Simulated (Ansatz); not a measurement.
H6C2O: several calculations on one system

### Relaxation

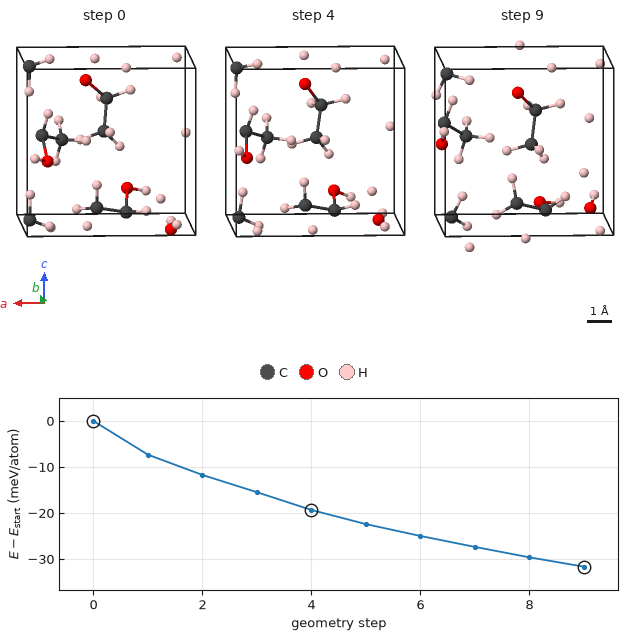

Frames of a relaxation of an amorphous cell of composition H6C2O, marked on the history of the run. A ball-and-stick model of the cell of the calculation, seen from a free direction.

The cell holds 4 CH3CH2OH. The run prepares the start of a later molecular dynamics calculation, from a guessed geometry.

Theory: Ansatz 0.2.0, DFT PBE-D3(BJ), scalar-relativistic, plane waves, PAW. Set-up: plane-wave cutoff 420 eV; k-point mesh 1 × 1 × 1; occupations fermi dirac; smearing width 0.02 eV; no spin polarisation; atoms relaxed in a fixed cell; force threshold 0.3 eV/Å; at most 15 steps.

Q: Describe the path.

A: An O atom moves most: 1.32 Å roughly along [2 1 1]. By element the largest moves are O 1.32 Å, H 1.29 Å, C 0.87 Å. The cell stays as it was. Among the contacts that change: C–O 1.427 → 1.457 Å, H–O 0.971 → 0.989 Å, C–H 1.092 → 1.107 Å, C–C 1.512 → 1.517 Å. Bond angles that change, for instance: C–O–H 107.7° → 111.0°, C–C–O 107.1° → 110.2°, C–C–O 107.1° → 109.3°. After 9 geometry steps the energy has fallen by 31.6 meV per atom. The largest force component goes from 0.63 to 0.25 eV/Å. The forces were under the threshold at step 1, but the run went on from there. The run took 17 s on 1 thread of AMD EPYC 9B14 (Zen 4), on a shared host, peak memory 0.48 GiB. From step 0 to 4: an H atom moves most (0.77 Å), energy −19.3 meV per atom. From step 4 to 9: O and H atoms move most (0.91 Å), energy −12.3 meV per atom.

```
step  E − E(0), meV/atom  largest force component, eV/Å
   0                0.00                         0.6271
   1               -7.31                         0.2745
   2              -11.71                         0.2539
   3              -15.46                         0.4512
   4              -19.32                         0.6360
   5              -22.40                         0.6761
   6              -24.97                         0.6891
   7              -27.35                         0.4206
   8              -29.61                         0.2673
   9              -31.64                         0.2462
```

Limits of the set-up: the program's low-accuracy preset was used; the periodic images lie only 7.3 Å apart, so the values are limited by the cell's size.

### Dynamics

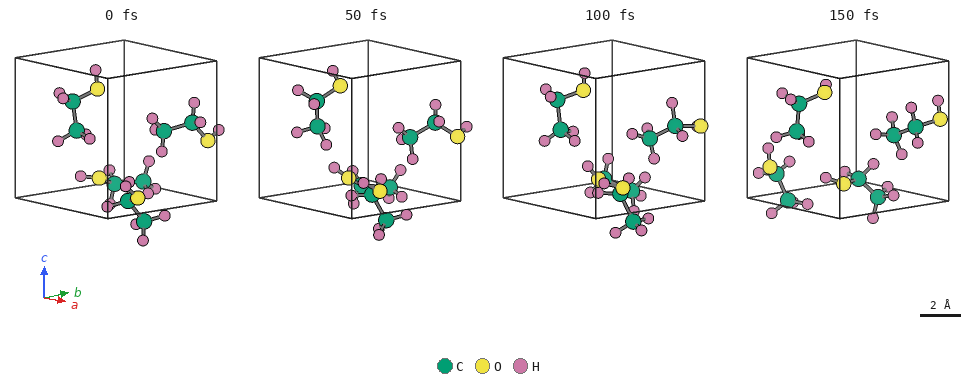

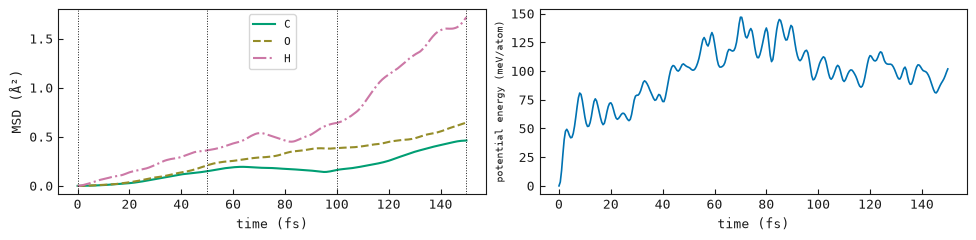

Molecular dynamics of a periodic cell with 4 CH3CH2OH at 0.789 g/cm³, 150 fs long. Frames and the history of the run. A ball-and-stick model of the simulation cell, seen from a free direction. Atoms that leave the cell re-enter on the other side.

The calculation used DFT PBE-D3(BJ), scalar-relativistic, plane waves, PAW (Ansatz 0.2.0). Settings: plane-wave cutoff 420 eV; k-point mesh 1 × 1 × 1; Fermi-Dirac smearing 0.02 eV; low-accuracy preset; Langevin thermostat (NVT); set temperature 1000 K; time step 0.5 fs; friction 0.02 per fs.

Input file:
```yaml
accuracy: low
crystal:
  lattice:
    - [7.293633, 0.0, 0.0]
    - [0.0, 7.293633, 0.0]
    - [0.0, 0.0, 7.293633]
  atoms:
    - { symbol: C, position: [0.53027301, 0.71819974, 0.10066524] }
    - { symbol: C, position: [0.36746022, 0.59178214, 0.07603159] }
    - { symbol: O, position: [0.41294363, 0.41266349, 0.14664763] }
    - { symbol: H, position: [0.30020987, 0.33752408, 0.15315181] }
    - { symbol: H, position: [0.24636103, 0.64808973, 0.14895641] }
    - { symbol: H, position: [0.33248686, 0.58106174, -0.0717849] }
    - { symbol: H, position: [0.5054974, 0.84911157, 0.02924743] }
    - { symbol: H, position: [0.55592072, 0.7485346, 0.24630883] }
    - { symbol: H, position: [0.65530976, 0.65561898, 0.04255174] }
    - { symbol: C, position: [0.83622468, 0.64764517, 0.51474983] }
    - { symbol: C, position: [0.95596902, 0.80751936, 0.57283681] }
    - { symbol: O, position: [0.9619855, 0.94538291, 0.42834201] }
    - { symbol: H, position: [0.94128136, 1.06304154, 0.48647333] }
    - { symbol: H, position: [0.90152574, 0.87092597, 0.69917839] }
    - { symbol: H, position: [1.09717101, 0.76129509, 0.60175981] }
    - { symbol: H, position: [0.83952531, 0.53897866, 0.61919143] }
    - { symbol: H, position: [0.69286253, 0.69045755, 0.49791139] }
    - { symbol: H, position: [0.88326094, 0.58881602, 0.38369248] }
    - { symbol: C, position: [0.47913048, 0.14939415, 0.52845934] }
    - { symbol: C, position: [0.45482575, 0.13290238, 0.73445095] }
    - { symbol: O, position: [0.55105997, 0.27947086, 0.82005141] }
    - { symbol: H, position: [0.50388768, 0.3020199, 0.94471717] }
    - { symbol: H, position: [0.30813468, 0.13635384, 0.77214346] }
    - { symbol: H, position: [0.50924696, -0.00106859, 0.78165228] }
    - { symbol: H, position: [0.41073331, 0.0357506, 0.45662369] }
    - { symbol: H, position: [0.42396917, 0.27974271, 0.47716102] }
    - { symbol: H, position: [0.62525794, 0.14514891, 0.49178105] }
    - { symbol: C, position: [0.96894081, 0.35301858, -0.07299209] }
    - { symbol: C, position: [0.94897625, 0.22226923, 0.0865879] }
    - { symbol: O, position: [1.1284949, 0.15914413, 0.14239552] }
    - { symbol: H, position: [1.11028458, 0.06316306, 0.2346655] }
    - { symbol: H, position: [0.87997569, 0.29224051, 0.20283527] }
    - { symbol: H, position: [0.86316416, 0.10407588, 0.04768081] }
    - { symbol: H, position: [0.83147309, 0.39625388, -0.11811118] }
    - { symbol: H, position: [1.04977229, 0.47445584, -0.03512307] }
    - { symbol: H, position: [1.03629842, 0.2850881, -0.1907599] }
basis:
  ecutwfc: 420.0
kpoints:
  mp_grid: { grid: [1, 1, 1] }
hamiltonian:
  xc: pbe
  dispersion: d3bj
scf:
  occupations: { method: fermi_dirac, width: 0.02 }
  lower_state_search: "off"
md:
  timestep: 0.5
  n_steps: 300
  ensemble: nvt_langevin
  temperature: 1000.0
  initial_velocities: maxwell_boltzmann
  seed: 269160
  friction: 0.02
```

Launched with:
```bash
ansatz run input.yaml --threads 1 --pin off --max-ram 3072MiB --backend cpu --events-out ev --progress --plain --runs-dir out
```

Q: What do the frames and curves show?

A: The mean temperature in the second half is 950 K (standard deviation 153 K). The potential energy in the second half lies on average 106 meV per atom above the first frame. Root-mean-square distances from the starting positions over the second half, with the common drift of all atoms taken out: H 0.99 Å, O 0.66 Å, C 0.51 Å. The heavy atoms stay within a fraction of a molecule's size of their starting places; so short a run doesn't tell a liquid from a solid.

Limits of the set-up: the program's low-accuracy preset was used; the periodic images lie only 7.3 Å apart, so the values are limited by the cell's size.

Cost: 6.3 min on 1 thread of AMD EPYC 9B14 (Zen 4), with other jobs on the host, peak memory 0.51 GiB.

### Energy conservation

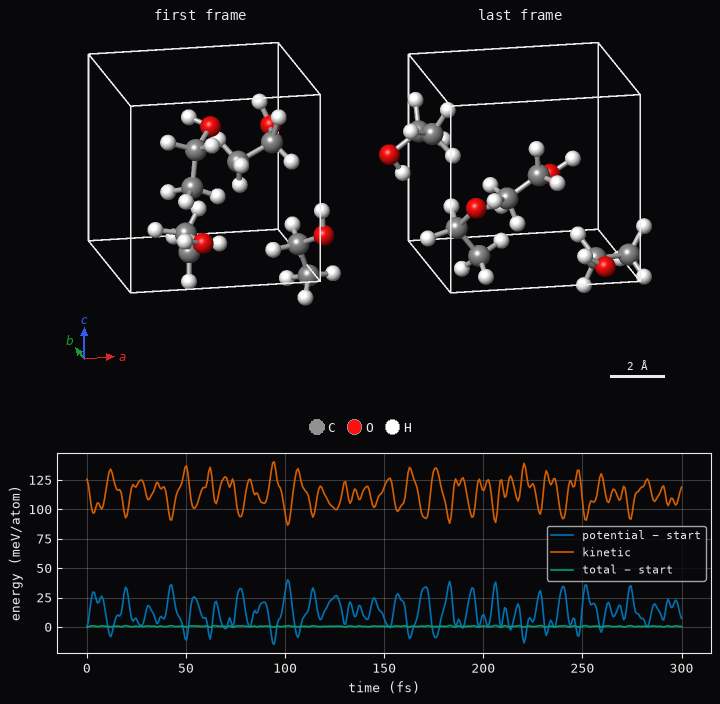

A Born-Oppenheimer molecular dynamics run of a periodic cell with 4 CH3CH2OH at 0.789 g/cm³, 300 fs long. It starts from the last geometry of an earlier run, with fresh velocities. A ball-and-stick model of the simulation cell, seen slightly off an axis.

All numbers below come from Ansatz, DFT PBE-D3(BJ), scalar-relativistic, plane waves, PAW. Settings: plane-wave cutoff 420 eV; k-point mesh 1 × 1 × 1; Fermi-Dirac smearing 0.02 eV; low-accuracy preset; constant energy (NVE); velocities drawn for 1000 K; time step 0.75 fs.

### Is this trajectory numerically sound?

The total energy stays between −0.25 and 1.3 meV per atom of its start. A straight-line fit has a slope that amounts to −0.031 meV per atom over 300 fs (under 0.1 % of the mean kinetic energy), and the ripple about it is 2.5 % of the kinetic energy's fluctuation. With a drift under 2 % and a ripple under 7 %, the integration is accurate. The mean temperature in the second half is 906 K (standard deviation 93 K). The potential energy in the second half lies on average 12.4 meV per atom above the first frame.

Limits of the set-up: the program's low-accuracy preset was used; the periodic images lie only 7.3 Å apart, so the values are limited by the cell's size.
